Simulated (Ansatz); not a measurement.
A series of calculations on SnO

### Relaxation

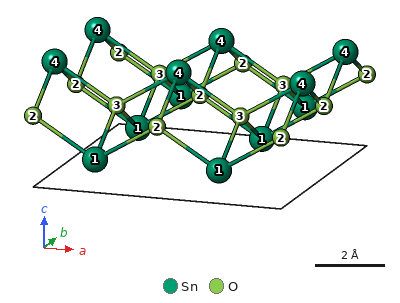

A slab of composition SnO (cut from the P4/nmm phase), before the relaxation. Style: ball-and-stick. Shown: the 2 × 2 repeat of the cell, outlined in the plane, without the vacuum, slightly off an axis.

Case: one layer taken out of the bulk.

Level of theory: DFT PBE+D3(BJ), scalar-relativistic, plane waves, PAW in Ansatz.

Input file:
```yaml
crystal:
  lattice:
    - [3.8370963224, 0.0, 0.0]
    - [0.0, 3.8370963224, 0.0]
    - [0.0, 0.0, 30.6334027592]
  atoms:
    - { symbol: Sn, position: [0.5, 0.0, 0.4621866791] }
    - { symbol: O, position: [0.0, 0.0, 0.5] }
    - { symbol: O, position: [0.5, 0.5, 0.5] }
    - { symbol: Sn, position: [0.0, 0.5, 0.5378133209] }
  periodic: [true, true, false]
basis:
  ecutwfc: 420
kpoints:
  mp_grid: { grid: [6, 6, 1] }
hamiltonian:
  xc: pbe
  dispersion: d3bj
scf:
  occupations: { method: gaussian, width: 0.02 }
output:
  forces: true
  stress: true
  eigenvalues: true
  write_density: true
  write_potential: true
  elf: true
  volumetric_format: npy
relax:
  adjacent_minimum: "off"
  f_tol: 0.005
  max_steps: 80
  cell: { stress_2d_tol: 0.02 }
```

Launched with:
```bash
ansatz run input.yaml --threads 2 --pin off --max-ram 5120MiB --backend cpu --events-out ev --progress --plain --runs-dir out
```

Question: Predict the outcome.

Answer: The largest moves, 0.024 Å, are those of Sn1 and Sn4. Sn1 goes along the normal (−c). O stays in place. In the plane the drawn cell goes a 7.674 → 7.641 Å (−0.4 %), b 7.674 → 7.641 Å (−0.4 %). Near-neighbour distances that change, for instance: O2–Sn4 2.241 → 2.246 Å. The energy falls by 7.4 meV per cell of the calculation in 4 accepted moves (7 points after the start). The largest force component goes from 0.33 to 0.00023 eV/Å. The line search rejected the trial step at point 1 of the run. At 2 points the geometry stayed and the basis and grid were re-selected for the new cell (energy shift of 1.5 meV per cell of the calculation at most each time). The run took 30 s on 2 threads of AMD EPYC 7R43 64-Core Processor (Zen 3), on a shared host, peak memory 0.7 GiB.

Step by step:

```json
{"step": "0", "E − E(0), meV/atom": "0.00", "largest force component, eV/Å": "0.3280", "note": ""}
{"step": "1", "E − E(0), meV/atom": "-0.48", "largest force component, eV/Å": "0.3668", "note": "rejected"}
{"step": "2", "E − E(0), meV/atom": "-2.13", "largest force component, eV/Å": "0.0032", "note": ""}
{"step": "3", "E − E(0), meV/atom": "-2.17", "largest force component, eV/Å": "0.0051", "note": ""}
{"step": "4", "E − E(0), meV/atom": "-2.21", "largest force component, eV/Å": "0.0000", "note": ""}
{"step": "5", "E − E(0), meV/atom": "-1.83", "largest force component, eV/Å": "0.0004", "note": "same geometry, new basis"}
{"step": "6", "E − E(0), meV/atom": "-1.86", "largest force component, eV/Å": "0.0002", "note": ""}
{"step": "7", "E − E(0), meV/atom": "-1.84", "largest force component, eV/Å": "0.0002", "note": "same geometry, new basis"}
```

### Relaxation

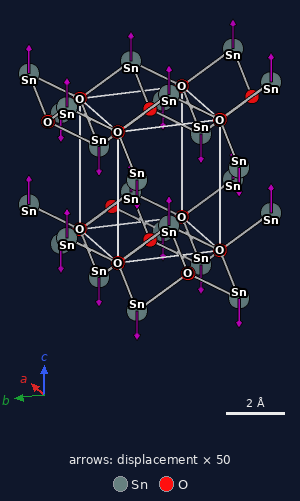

This is a relaxation of crystalline SnO (set up in P4/nmm). The starting structure is drawn; purple arrows show the displacements (the part carried along by the change of the cell is left out), magnified 50 times.

The picture is a ball-and-stick view of the cell of the calculation, seen from a free direction.

All numbers below come from Ansatz 0.2.0, DFT PBE+D3(BJ), scalar-relativistic, plane waves, PAW.

Input
```yaml
crystal:
  lattice:
    - [3.802, 0.0, 0.0]
    - [0.0, 3.802, 0.0]
    - [0.0, 0.0, 4.836]
  atoms:
    - { symbol: Sn, position: [0.0, 0.5, 0.2385] }
    - { symbol: Sn, position: [0.5, 0.0, 0.7615] }
    - { symbol: O, position: [0.0, 0.0, 0.0] }
    - { symbol: O, position: [0.5, 0.5, 0.0] }
basis:
  ecutwfc: 420
kpoints:
  mp_grid: { grid: [12, 12, 10] }
hamiltonian:
  xc: pbe
  dispersion: d3bj
scf:
  occupations: { method: gaussian, width: 0.1 }
output:
  forces: true
  stress: true
  eigenvalues: true
relax:
  adjacent_minimum: "off"
  f_tol: 0.005
  max_steps: 80
  cell: { stress_tol: 0.05 }
```

Launched with:
```bash
ansatz run input.yaml --threads 2 --pin off --max-ram 5120MiB --backend cpu --events-out ev --progress --plain --runs-dir out
```

**Atoms of which element are displaced furthest, and by how much?**

Tin: up to 0.023 Å, against 0.000 Å for oxygen.

**What happened in the run?**

After 4 accepted moves (6 points after the start) the energy has fallen by 3.5 meV per atom. Largest force component: 0.36 eV/Å at the start, 0.0026 eV/Å at the end. Pressure: 2.04 GPa at the start and 0.00 GPa at the end. The SCF was repeated twice at an unchanged geometry on a basis and grid sized afresh for the cell, which shifted the energy by 0.3 meV per atom at most. The largest moves relative to the cell, 0.023 Å, are those of Sn1 and Sn2. Sn2 goes along −c. O stays in place. The drawn cell changes as follows: a = b 3.802 → 3.837 Å (+0.9 %), c 4.836 → 4.762 Å (−1.5 %); the volume changes by +0.3 %. Some distances before and after: Sn1–O3 2.224 → 2.241 Å. The space group stays P4/nmm (No. 129).

### A change

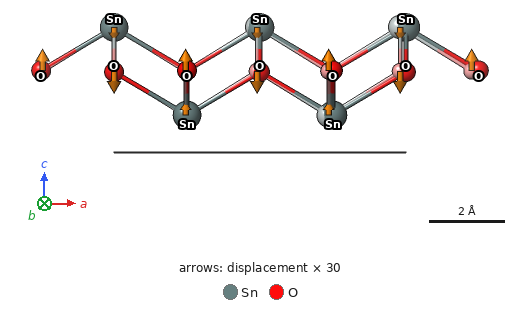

A slab of composition SnO (cut from the P4/nmm phase), drawn pale, and a changed version of it, drawn solid. The orange arrows show how the atoms are displaced (without the part that the change of the cell carries along), magnified 30 times. A ball-and-stick model of the 2 × 2 repeat of the cell, outlined in the plane, without the vacuum, seen along the b axis.

Method: Ansatz 0.2.0, DFT PBE+D3(BJ), scalar-relativistic, plane waves, PAW. Settings: plane-wave cutoff 420 eV; k-point mesh 6 × 6 × 1; occupations gaussian; smearing width 0.02 eV; no spin polarisation.

Describe the change and its computed effect.

The sheet is strained in its plane (along x) by +2.0 %. The atoms are relaxed. In the plane the drawn cell goes a 7.641 → 7.794 Å (+2.0 %), b 7.641 → 7.641 Å (0.0 %). The largest moves relative to the cell and the layer's centre, 0.020 Å, are those of O atoms. By element the largest moves are O 0.020 Å, Sn 0.013 Å. Some distances before and after: O–Sn 2.246 → 2.250 to 2.262 Å. The space group (tolerance 0.01 Å) goes from P4/nmm (No. 129) to Pmmn (No. 59). It costs 1.6 meV per atom.

### Series

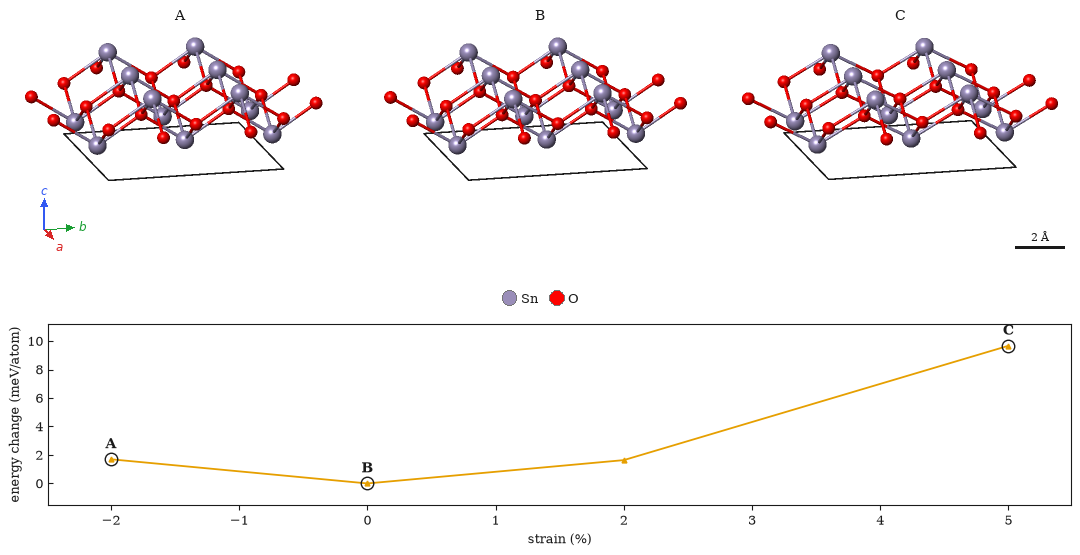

Members of a series of calculations on a slab of composition SnO (cut from the P4/nmm phase), marked on the first curve. Style: ball-and-stick. Shown: the 2 × 2 repeat of the cell, outlined in the plane, without the vacuum, slightly off an axis.

Computed with DFT PBE+D3(BJ), scalar-relativistic, plane waves, PAW (Ansatz 0.2.0). Set-up: plane-wave cutoff 420 eV; k-point mesh 6 × 6 × 1; occupations gaussian; smearing width 0.02 eV; no spin polarisation.

> Describe the series.

A sheet under strain in its plane, along x. A (strain −2.0 %): energy change 1.7 meV/atom. B (strain 0.0 %): energy change 0.0 meV/atom. C (strain 5.0 %): energy change 9.7 meV/atom. The rest compares A with C. In the plane the drawn cell goes a 7.641 → 7.641 Å (0.0 %), b 7.488 → 8.023 Å (+7.1 %). Among the bonded contacts that change: O–Sn 2.237 → 2.254 to 2.289 Å.
